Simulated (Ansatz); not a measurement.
**Zn₃Se: geometry relaxation (part 2 of 2)**

Continued. System: Zn₃Se (4 atoms in the cell). Method: DFT PBE, scalar-relativistic, plane waves, PAW, no spin polarisation (Ansatz 0.2.0); cutoff 420 eV, 8×8×8 k-mesh, Gaussian smearing of 0.1 eV. The structure was made by a generator, so it may or may not be a known phase.

Geometry of the input (Å; fractional positions):
```
5.5664  0.0000  0.0000
0.0000  5.5664  0.0000
0.0000  0.0000  5.5664
Zn 0.0000  0.5000  0.5000
Zn 0.5000  0.0000  0.5000
Zn 0.5000  0.5000  0.0000
Se 0.5000  0.5000  0.5000
```

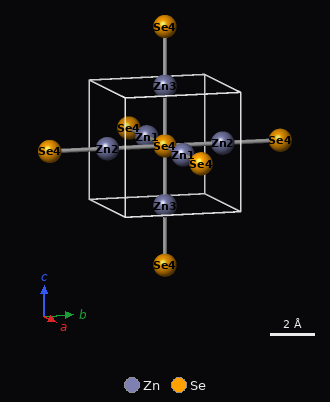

**Figure 1.** The geometry at step 2 of the log (ball-and-stick view of the cell of the calculation, seen slightly off an axis; bonded neighbours outside the cell are drawn too; atoms are numbered from 1 in the order of the input).

## The program's output, continued
```
Crystal: 4 atoms, lattice volume = 159.259 Å³
Basis set: ecut = 420 eV, 3119 PW (Γ), exchange–correlation on 80×80×80 points (8 copies of the dense FFT grid, shifted against one another)
iter 1 solved again at ethr=7.47e-6 eV; its pass at ethr=3.10e-3 eV (dr2=3.89e-3 eV) is discarded
SCF iter   1: F=—  HF=-15423.810402 eV  |F-HF|=—  |Δ(HF+E_count)|=         —  Δρ=1.13e-3  dr2=3.76e-3  ethr=7.47e-6  ⟨swp⟩=2.0  Hψ=5452  notcnv=0
preconditioner: auto → LDOS  [metal: Δε(μ)=0.049 eV  Ē_g=8.767 eV  σ=0.100 eV  W_gap=0.26  n_scr=26 (ndim 8)  ℏωp=19.1 eV  f_vac=0.311  D(μ)=2.03/eV (n_scr^D=6)  β→1.0]
SCF iter   2: F=—  HF=-15423.809926 eV  |F-HF|=—  |Δ(HF+E_count)|=   4.76e-4  Δρ=8.98e-4  dr2=1.64e-3  ethr=7.23e-6  ⟨swp⟩=2.0  Hψ=1883  notcnv=0
SCF iter   3: F=—  HF=-15423.809487 eV  |F-HF|=—  |Δ(HF+E_count)|=   4.39e-4  Δρ=3.75e-4  dr2=1.45e-4  ethr=3.16e-6  ⟨swp⟩=2.0  Hψ=2030  notcnv=0
SCF iter   4: F=—  HF=-15423.809397 eV  |F-HF|=—  |Δ(HF+E_count)|=   9.06e-5  Δρ=8.73e-5  dr2=7.68e-6  ethr=2.79e-7  ⟨swp⟩=2.0  Hψ=1888  notcnv=0
SCF iter   5: F=—  HF=-15423.809420 eV  |F-HF|=—  |Δ(HF+E_count)|=   2.35e-5  Δρ=1.81e-5  dr2=7.59e-7  ethr=1.48e-8  ⟨swp⟩=2.0  Hψ=2052  notcnv=0
SCF iter   6: F=—  HF=-15423.809421 eV  |F-HF|=—  |Δ(HF+E_count)|=   9.49e-7  Δρ=7.24e-6  dr2=1.35e-7  ethr=1.46e-9  ⟨swp⟩=2.0  Hψ=2025  notcnv=0
SCF iter   7: F=—  HF=-15423.809422 eV  |F-HF|=—  |Δ(HF+E_count)|=   3.71e-7  Δρ=1.13e-6  dr2=4.28e-9  ethr=2.59e-10  ⟨swp⟩=2.0  Hψ=1851  notcnv=0
SCF iter   8: F=—  HF=-15423.809422 eV  |F-HF|=—  |Δ(HF+E_count)|=   1.02e-8  Δρ=2.90e-7  dr2=3.50e-10  ethr=8.23e-12  ⟨swp⟩=2.0  Hψ=2021  notcnv=0
SCF iter   9: F=-15423.809422 eV  HF=-15423.809422 eV  |F-HF|=5.46e-11  |Δ(HF+E_count)|=  7.29e-10  Δρ=7.24e-8  dr2=2.79e-11  ethr=1.00e-12  ⟨swp⟩=6.6  Hψ=5375  notcnv=0
SCF 4 converged in 9 iterations: F = -15423.809422 eV  dr2 = 2.79e-11
relax step   4: F+E_penalty+E_count = -15423.80942154 eV  Δ(F+E_penalty+E_count) = -1.846e-2 eV  max|allowed force component| = 9.042e-29 eV/Å  Δτ_max = 0.0000 Å  P = +0.001 GPa  Ω = 159.259 Å³  energy of the carried Pulay correction = +1.840e-3 eV  (9 SCF iters, accepted)
Initial wavefunctions: pseudopotential atomic-orbital guess (no wavefunctions were taken with the density)
iter 1 solved again at ethr=1.26e-8 eV; its pass at ethr=3.10e-3 eV (dr2=6.55e-6 eV) is discarded
SCF iter   1: F=—  HF=-15423.807566 eV  |F-HF|=—  |Δ(HF+E_count)|=         —  Δρ=7.35e-5  dr2=2.87e-6  ethr=1.26e-8  ⟨swp⟩=3.1  Hψ=8398  notcnv=0
preconditioner: auto → LDOS  [metal: Δε(μ)=0.028 eV  Ē_g=8.783 eV  σ=0.100 eV  W_gap=0.15  n_scr=26 (ndim 8)  ℏωp=19.1 eV  f_vac=0.310  D(μ)=1.99/eV (n_scr^D=6)  β→1.0]
SCF iter   2: F=—  HF=-15423.807598 eV  |F-HF|=—  |Δ(HF+E_count)|=   3.21e-5  Δρ=1.71e-4  dr2=2.50e-5  ethr=5.51e-9  ⟨swp⟩=3.0  Hψ=2406  notcnv=0
SCF iter   3: F=—  HF=-15423.807592 eV  |F-HF|=—  |Δ(HF+E_count)|=   5.43e-6  Δρ=1.54e-4  dr2=2.21e-5  ethr=5.51e-9  ⟨swp⟩=3.1  Hψ=2551  notcnv=0
SCF iter   4: F=—  HF=-15423.807583 eV  |F-HF|=—  |Δ(HF+E_count)|=   9.74e-6  Δρ=6.54e-5  dr2=3.84e-6  ethr=5.51e-9  ⟨swp⟩=2.0  Hψ=1821  notcnv=0
SCF iter   5: F=—  HF=-15423.807581 eV  |F-HF|=—  |Δ(HF+E_count)|=   2.02e-6  Δρ=1.39e-5  dr2=1.77e-7  ethr=5.51e-9  ⟨swp⟩=2.1  Hψ=1709  notcnv=0
SCF iter   6: F=—  HF=-15423.807580 eV  |F-HF|=—  |Δ(HF+E_count)|=   9.57e-8  Δρ=1.55e-6  dr2=2.17e-9  ethr=3.40e-10  ⟨swp⟩=2.0  Hψ=1750  notcnv=0
SCF iter   7: F=-15423.807580 eV  HF=-15423.807580 eV  |F-HF|=3.64e-12  |Δ(HF+E_count)|=   1.05e-9  Δρ=1.23e-7  dr2=1.25e-11  ethr=1.00e-12  ⟨swp⟩=4.9  Hψ=6452  notcnv=0
SCF 5 converged in 7 iterations: F = -15423.807580 eV  dr2 = 1.25e-11
relax step   5: F+E_penalty+E_count = -15423.80758043 eV  Δ(F+E_penalty+E_count) = +1.841e-3 eV  max|allowed force component| = 1.044e-28 eV/Å  Δτ_max = 0.0000 Å  P = +0.000 GPa  Ω = 159.259 Å³  stress off target by 2.92e-4 GPa  SCF on the basis re-selected at this cell (its energy is not comparable with the rows above)  (7 SCF iters)
basis re-selected at this cell: Δ(F+E_penalty+E_count) = +1.841e-3 eV, ΔP = -0.001 GPa vs the last step (what re-selecting the basis moved, of the pressure what is left beyond the Pulay correction that the steps carried, after the strain that the cell walked since its last selection, with what the two solves' SCF thresholds leave and, on support functions, any second-order correction that the steps lacked; it is no measure of the basis error at this ecutwfc). This SCF's stress stands 2.92e-4 GPa from its target on what of the cell is left free (relax.cell.stress_tol is 5.00e-2 GPa) and its largest allowed force component is 1.04e-28 eV/Å (relax.f_tol is 1.00e-2 eV/Å): within both
SCF converged after 7 iterations
Free energy (F): -15423.807580 eV
Harris-Foulkes:  -15423.807580 eV  (|F-HF|=3.64e-12)
Internal energy: -15423.797605 eV  (E = F + TS)
E sigma→0 (E₀):  -15423.802593 eV
Entropy (-TS):   -0.009975 eV (-2.494 meV/atom)
Fermi energy:    2.987039 eV
--- Per-component energies (eV) ---
  E_band       = -610.956065
  E_kinetic    = 505.070093
  E_local      = -10577.909852  (includes V_loc(G=0)·N_el)
  E_nonlocal   = 1243.452062
  E_hartree    = 4714.951657
  E_xc         = -510.272050
  E_vxc        = -245.630028  (∫ρ·V_xc dr)
  E_paw        = -7390.910293  (= ΣΔE_a)
  E_vpaw       = -965.839816  (= ΣTr[D̂ρ^β])
  E_aug_tail   = -0.001659  (compensation charges beyond the density's cutoff)
  E_ewald      = -3408.177563
  E_smearing   = -0.009975  (= −TS)
  E_closure    = 0.000000  (closes the sum)
  Σ components = -15423.807580   (vs F -15423.807580, Δ=0.00e0)
--- Forces (eV/Å), atoms counted from 1 ---
  atom   1  Zn     0.00000000    -0.00000000     0.00000000
  atom   2  Zn     0.00000000     0.00000000     0.00000000
  atom   3  Zn     0.00000000     0.00000000     0.00000000
  atom   4  Se    -0.00000000    -0.00000000     0.00000000
  max |Σ_I F_I| component: 1.88e-28 eV/Å
--- Stress (GPa, compression-positive) ---
        0.000292      -0.000000       0.000000
       -0.000000       0.000292       0.000000
        0.000000       0.000000       0.000292
  P = ⅓ Tr σ = 0.0003 GPa (0.003 kbar)
--- Band table (eV; the first three rows and the last of 35) ---
  k-point 0: bands = ["-45.8490", "-45.8490", "-45.8490", "-45.8489", "-45.8489", "-11.0802", "-4.2603", "-4.2603", "-4.2603", "-4.2294", "-4.2294", "-4.1830", "-4.1830", "-4.1801", "-4.1801", "-4.1801", "-4.1407", "-4.0907", "-4.0907", "-4.0907", "-4.0179", "-1.2623", "-1.2623", "-1.2623", "-0.4700", "0.9662", "0.9662", "6.0300", "6.0300", "6.0300", "7.1699", "7.1699"]
  k-point 1: bands = ["-45.8490", "-45.8490", "-45.8490", "-45.8489", "-45.8489", "-11.0697", "-4.2590", "-4.2570", "-4.2570", "-4.2289", "-4.2260", "-4.2119", "-4.1829", "-4.1813", "-4.1806", "-4.1806", "-4.1432", "-4.1004", "-4.1004", "-4.0907", "-4.0286", "-1.6289", "-1.2363", "-1.2363", "-0.2184", "0.9860", "1.3268", "5.7603", "5.9429", "5.9429", "6.8671", "6.9485"]
  k-point 2: bands = ["-45.8490", "-45.8490", "-45.8490", "-45.8489", "-45.8489", "-11.0440", "-4.3027", "-4.2559", "-4.2471", "-4.2471", "-4.2263", "-4.2168", "-4.1843", "-4.1825", "-4.1825", "-4.1825", "-4.1503", "-4.1250", "-4.1250", "-4.0907", "-4.0436", "-2.0772", "-1.1725", "-1.1725", "-0.0262", "1.0357", "2.2679", "5.3363", "5.6608", "5.6608", "6.3334", "6.7402"]
  k-point 34: bands = ["-45.8490", "-45.8490", "-45.8490", "-45.8489", "-45.8489", "-10.8568", "-4.5736", "-4.5736", "-4.5736", "-4.2339", "-4.2171", "-4.2171", "-4.2171", "-4.1712", "-4.1712", "-4.1679", "-4.1679", "-4.1679", "-4.1160", "-4.1160", "-4.1160", "-1.9614", "-1.9614", "-1.9614", "3.0351", "3.0351", "3.0351", "4.4800", "4.4800", "4.4800", "6.5252", "6.6061"]
--- Relaxed structure (4 steps of the walk, 3 accepted, 1 SCFs on fresh bases) ---
  F+E_penalty+E_count = -15423.80758043 eV   max|allowed force component| = 1.044e-28 eV/Å   (the final SCF, on the basis selected at the relaxed cell)
  cell:  # Å, volume = 159.2591 Å³
    - [5.420443176822586, -7.703719777548943e-34, -1.0271626370065257e-33]
    - [-7.703719777548943e-34, 5.420443176822586, 0.0]
    - [-1.0271626370065257e-33, 0.0, 5.420443176822586]
  atoms:
    - { symbol: Zn, position: [-8.824399966840393e-47, 0.49999999999999994, 0.49999999999999994] }
    - { symbol: Zn, position: [0.49999999999999994, 7.309476929160137e-47, 0.49999999999999994] }
    - { symbol: Zn, position: [0.49999999999999994, 0.49999999999999994, 7.879310365351793e-48] }
    - { symbol: Se, position: [0.49999999999999994, 0.49999999999999994, 0.49999999999999994] }
```

## Trajectory as extended XYZ (Å, eV, eV/Å), 5 frames, from step=1 to step=5
```
4
Lattice="5.5664 0.0000 0.0000 0.0000 5.5664 0.0000 0.0000 0.0000 5.5664" Properties=species:S:1:pos:R:3:forces:R:3 step=1 energy=-15423.76717 pressure_GPa=-0.80
Zn    0.0000    2.7832    2.7832    0.0000   0.0000   0.0000
Zn    2.7832    0.0000    2.7832    0.0000   0.0000   0.0000
Zn    2.7832    2.7832    0.0000    0.0000   0.0000   0.0000
Se    2.7832    2.7832    2.7832    0.0000   0.0000   0.0000
4
Lattice="5.5109 0.0000 0.0000 0.0000 5.5109 0.0000 0.0000 0.0000 5.5109" Properties=species:S:1:pos:R:3:forces:R:3 step=2 energy=-15423.79096 pressure_GPa=-0.62
Zn    0.0000    2.7555    2.7555    0.0000   0.0000   0.0000
Zn    2.7555    0.0000    2.7555    0.0000   0.0000   0.0000
Zn    2.7555    2.7555    0.0000    0.0000   0.0000   0.0000
Se    2.7555    2.7555    2.7555    0.0000   0.0000   0.0000
4
Lattice="5.3299 0.0000 0.0000 0.0000 5.3299 0.0000 0.0000 0.0000 5.3299" Properties=species:S:1:pos:R:3:forces:R:3 step=3 energy=-15423.78950 pressure_GPa=0.90 accepted=F
Zn    0.0000    2.6650    2.6650    0.0000   0.0000   0.0000
Zn    2.6650    0.0000    2.6650    0.0000   0.0000   0.0000
Zn    2.6650    2.6650    0.0000    0.0000   0.0000   0.0000
Se    2.6650    2.6650    2.6650    0.0000   0.0000   0.0000
4
Lattice="5.4204 0.0000 0.0000 0.0000 5.4204 0.0000 0.0000 0.0000 5.4204" Properties=species:S:1:pos:R:3:forces:R:3 step=4 energy=-15423.80942 pressure_GPa=0.00
Zn    0.0000    2.7102    2.7102    0.0000   0.0000   0.0000
Zn    2.7102    0.0000    2.7102    0.0000   0.0000   0.0000
Zn    2.7102    2.7102    0.0000    0.0000   0.0000   0.0000
Se    2.7102    2.7102    2.7102    0.0000   0.0000   0.0000
4
Lattice="5.4204 0.0000 0.0000 0.0000 5.4204 0.0000 0.0000 0.0000 5.4204" Properties=species:S:1:pos:R:3:forces:R:3 step=5 energy=-15423.80758 pressure_GPa=0.00
Zn    0.0000    2.7102    2.7102    0.0000   0.0000   0.0000
Zn    2.7102    0.0000    2.7102    0.0000   0.0000   0.0000
Zn    2.7102    2.7102    0.0000    0.0000   0.0000   0.0000
Se    2.7102    2.7102    2.7102    0.0000   0.0000   0.0000
```

## Key numbers

```json
{"quantity": "outcome", "value": "converged"}
{"quantity": "space group (tolerance 0.01 Å)", "value": "Pm-3m (221)"}
{"quantity": "electrons treated", "value": "52"}
{"quantity": "free energy", "value": "−15423.8076 eV"}
{"quantity": "Fermi energy", "value": "2.987 eV"}
{"quantity": "gap on the k-point mesh", "value": "none (metallic)"}
{"quantity": "pressure", "value": "0.00 GPa"}
{"quantity": "final volume", "value": "159.26 Å³"}
{"quantity": "largest force (length of the vector) at the end", "value": "under 0.001 eV/Å"}
{"quantity": "final cell", "value": "a = 5.420 Å, b = 5.420 Å, c = 5.420 Å, α = 90.00°, β = 90.00°, γ = 90.00°"}
{"quantity": "hardware", "value": "1 thread of Arm Neoverse V2, 64 GiB of memory available, shared host"}
{"quantity": "wall time", "value": "71 s"}
{"quantity": "peak memory", "value": "0.49 GiB"}
```
